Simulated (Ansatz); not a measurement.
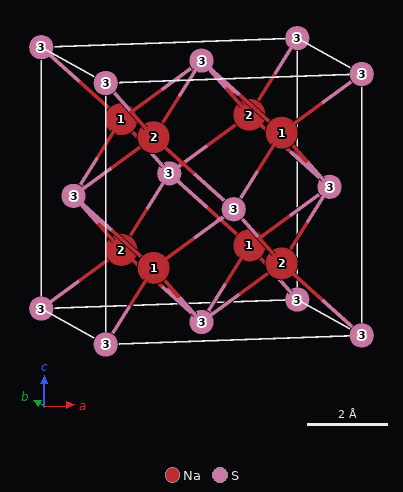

The structure as given in the input (ball-and-stick view of the cell 4 times as large as that of the calculation, set on its symmetry axes, seen slightly off an axis; atoms are numbered from 1 in the order of the input). Near neighbours in the crystal (not all of them lie inside the picture): Na has 4 S at 2.87 Å; S has 8 Na at 2.87 Å.

Single-point calculation, with input and output: Na2S

The run: single-point calculation of Na2S (3 atoms in the cell). Method and program: DFT PBE, scalar-relativistic, plane waves, PAW, no spin polarisation (Ansatz 0.2.0).

The structure derives from an entry of the Crystallography Open Database. Figures and captions count atoms from 1; the log counts them from 0 in places.

**The input**
```yaml
crystal:
  lattice:
    - [0.0, 3.3165228187, 3.3165228187]
    - [3.3165228187, 0.0, 3.3165228187]
    - [3.3165228187, 3.3165228187, 0.0]
  atoms:
    - { symbol: Na, position: [0.25, 0.25, 0.25] }
    - { symbol: Na, position: [0.75, 0.75, 0.75] }
    - { symbol: S, position: [0.0, 0.0, 0.0] }
basis:
  ecutwfc: 420
kpoints:
  mp_grid: { grid: [8, 8, 8] }
hamiltonian:
  xc: pbe
scf:
  occupations: { method: gaussian, width: 0.02 }
output:
  forces: true
  stress: true
  eigenvalues: true
```

Hardware: 1 thread of AMD EPYC (Zen 3), 192 GiB of memory available, shared host.

Command:
```bash
ansatz run input.yaml --threads 1 --pin off --max-ram 2560MiB --backend cpu --events-out ev --progress --plain --runs-dir out
```

**Output**
```
Engine: ansatz 0.2.0, x86_64-unknown-linux-gnu
Pseudopotentials: kind: paw
Pseudopotential: Na, paw, valence charge 9, recommended cutoff 420 eV (normal), Na.paw.azcp
Pseudopotential: S, paw, valence charge 6, recommended cutoff 420 eV (normal), S.paw.azcp
Functional definition: PBE
  parameter kappa = 0.804
  parameter beta = 0.06672455060314922
  exchange = pbe_x(kappa = kappa, mu = beta*pi^2/3)
  correlation = pbe_c(beta = beta)
Crystal: 3 atoms, lattice volume = 72.959 Å³
Basis set: ecut = 420 eV, 1411 PW (Γ), exchange–correlation on 64×64×64 points (8 copies of the dense FFT grid, shifted against one another)
Bands: 16, of which v1, the nominal top of the filled ones, is band 12 counted from 1 (11 counted from 0)
Symmetry: 48 space group operations
Space group: Fm-3m (ITA 225), of the structure as read, at distance tolerance 4.2e-5 Å
k-points: 29 of 512
Non-local potential: Na, projectors of the file, l = 0: 3, l = 1: 2, l = 2: 1
Non-local potential: S, projectors of the file, l = 0: 2, l = 1: 2, l = 2: 2
PAW form: soft (Blöchl's): semilocal exchange-correlation on the pseudo side does not see the compensation charge
PAW one-centre angular grid: Na, 110 points (default); XC on 64 Gauss nodes
PAW one-centre angular grid: S, 110 points (default); XC on 64 Gauss nodes
Initial density: superposition of atomic densities (neutral atoms: chi_scale 0, normalization atom), corrected by the library's trained network
Initial wavefunctions: pseudopotential atomic-orbital guess
Functional: x = pbe(κ = 0.804, μ = 0.2195149727645171), c = pbe(β = 0.06672455060314922)
SCF iter   1: F=—  HF=-3878.138512 eV  |F-HF|=—  |Δ(HF+E_count)|=         —  Δρ=2.91e-4  dr2=4.68e-5  ethr=1.77e-3  ⟨swp⟩=6.0  Hψ=2241  notcnv=0
preconditioner: auto → none  [insulator: Δε(μ)=2.342 eV  Ē_g=9.382 eV  σ=0.020 eV  W_gap=1.00  n_scr=14 (ndim 8)  ℏωp=12.3 eV  f_vac=0.128  D(μ)=0.00/eV (n_scr^D=0)  ε∞_Penn≈2.7]
SCF iter   2: F=—  HF=-3878.137837 eV  |F-HF|=—  |Δ(HF+E_count)|=   6.75e-4  Δρ=6.15e-4  dr2=6.46e-4  ethr=1.95e-7  ⟨swp⟩=3.0  Hψ=1187  notcnv=0
SCF iter   3: F=—  HF=-3878.137666 eV  |F-HF|=—  |Δ(HF+E_count)|=   1.71e-4  Δρ=1.27e-4  dr2=1.22e-5  ethr=1.95e-7  ⟨swp⟩=3.0  Hψ=650  notcnv=0
SCF iter   4: F=—  HF=-3878.137674 eV  |F-HF|=—  |Δ(HF+E_count)|=   8.16e-6  Δρ=5.87e-5  dr2=2.39e-6  ethr=5.10e-8  ⟨swp⟩=3.0  Hψ=789  notcnv=0
SCF iter   5: F=—  HF=-3878.137678 eV  |F-HF|=—  |Δ(HF+E_count)|=   4.42e-6  Δρ=6.69e-5  dr2=6.16e-6  ethr=9.97e-9  ⟨swp⟩=2.0  Hψ=580  notcnv=0  recentre
SCF iter   6: F=—  HF=-3878.137677 eV  |F-HF|=—  |Δ(HF+E_count)|=   1.63e-6  Δρ=2.60e-5  dr2=8.71e-7  ethr=9.97e-9  ⟨swp⟩=2.0  Hψ=580  notcnv=0
SCF iter   7: F=-3878.137676 eV  HF=-3878.137676 eV  |F-HF|=7.36e-8  |Δ(HF+E_count)|=   2.17e-7  Δρ=7.92e-6  dr2=9.34e-8  ethr=4.17e-10  ⟨swp⟩=3.0  Hψ=1533  notcnv=0
SCF 1 converged in 7 iterations: F = -3878.137676 eV  dr2 = 9.34e-8
  greatest PAW one-centre occupation: 0.999 electrons in one spin orbital (limit 2), on the Na atom at site 1 (counted from 0), in its partial waves of l = 0
SCF converged after 7 iterations
Free energy (F): -3878.137676 eV
Harris-Foulkes:  -3878.137676 eV  (|F-HF|=7.36e-8)
Internal energy: -3878.137676 eV  (E = F + TS)
E sigma→0 (E₀):  -3878.137676 eV
Fermi energy:    2.961933 eV
--- Per-component energies (eV) ---
  E_band       = -450.072698
  E_kinetic    = 348.859298
  E_local      = -2851.675966  (includes V_loc(G=0)·N_el)
  E_nonlocal   = 258.556995
  E_hartree    = 1033.794039
  E_xc         = -176.134544
  E_vxc        = -188.977747  (∫ρ·V_xc dr)
  E_paw        = -1126.524732  (= ΣΔE_a)
  E_vpaw       = -84.420193  (= ΣTr[D̂ρ^β])
  E_aug_tail   = -0.000039  (compensation charges beyond the density's cutoff)
  E_ewald      = -1365.012727
  E_smearing   = -0.000000  (= −TS)
  E_closure    = -0.000000  (closes the sum)
  Σ components = -3878.137676   (vs F -3878.137676, Δ=0.00e0)
--- Forces (eV/Å), atoms counted from 1 ---
  atom   1  Na     0.00000000     0.00000000     0.00000000
  atom   2  Na     0.00000000     0.00000000     0.00000000
  atom   3  S     -0.00000000    -0.00000000    -0.00000000
  max |Σ_I F_I| component: 2.08e-17 eV/Å
--- Stress (GPa, compression-positive) ---
       -0.779212       0.000000       0.000000
        0.000000      -0.779212      -0.000000
        0.000000      -0.000000      -0.779212
  P = ⅓ Tr σ = -0.7792 GPa (-7.792 kbar)
--- Band table (eV; the first three rows and the last of 29) ---
  k-point 0: bands = ["-48.6102", "-48.6005", "-20.5509", "-20.5509", "-20.5509", "-20.5041", "-20.5041", "-20.5041", "-8.2983", "1.7855", "1.7855", "1.7855", "4.1382", "9.3657", "9.3657", "9.3657"]
  k-point 1: bands = ["-48.6098", "-48.6009", "-20.5497", "-20.5492", "-20.5492", "-20.5068", "-20.5060", "-20.5060", "-8.2678", "1.4270", "1.7654", "1.7654", "4.6028", "9.1307", "9.4588", "9.4588"]
  k-point 2: bands = ["-48.6088", "-48.6019", "-20.5462", "-20.5444", "-20.5444", "-20.5138", "-20.5113", "-20.5113", "-8.1927", "0.8244", "1.7185", "1.7185", "5.4598", "8.6553", "9.3114", "9.3114"]
  k-point 28: bands = ["-48.6053", "-48.6053", "-20.5684", "-20.5643", "-20.5292", "-20.5292", "-20.4954", "-20.4949", "-8.0136", "0.8100", "0.8100", "1.2293", "6.5469", "8.7883", "8.7883", "8.8799"]
```

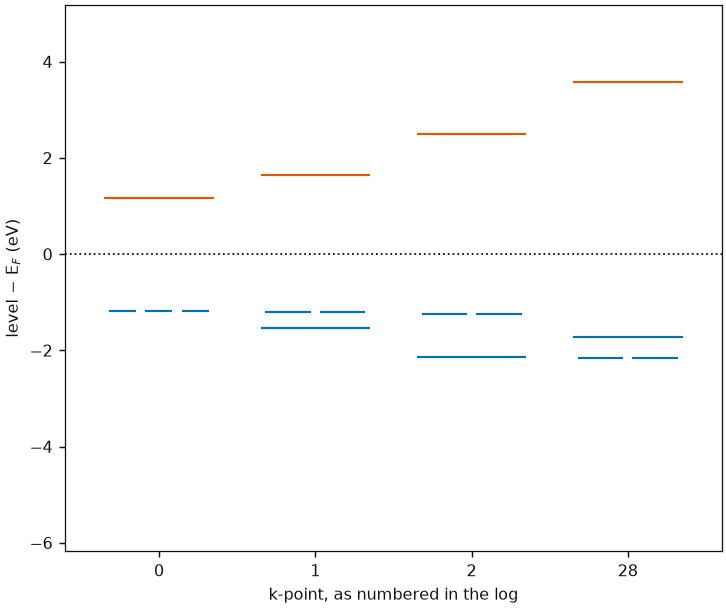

Kohn–Sham levels near the Fermi level (dotted) at the few k-points that the log prints; levels within 0.02 eV of each other stand side by side. Among these points the highest filled and lowest empty levels are 2.35 eV apart, which is the gap on the mesh.

**Results in brief**

| quantity | value |
| --- | --- |
| outcome | converged |
| space group (tolerance 0.01 Å) | Fm-3m (225) |
| electrons treated | 24 |
| free energy | −3878.1377 eV |
| Fermi energy | 2.962 eV |
| gap on the k-point mesh | 2.35 eV |
| pressure | −0.78 GPa |
| largest force (length of the vector) | under 0.001 eV/Å |
| wall time | 1.6 s |
| peak memory | 0.37 GiB |
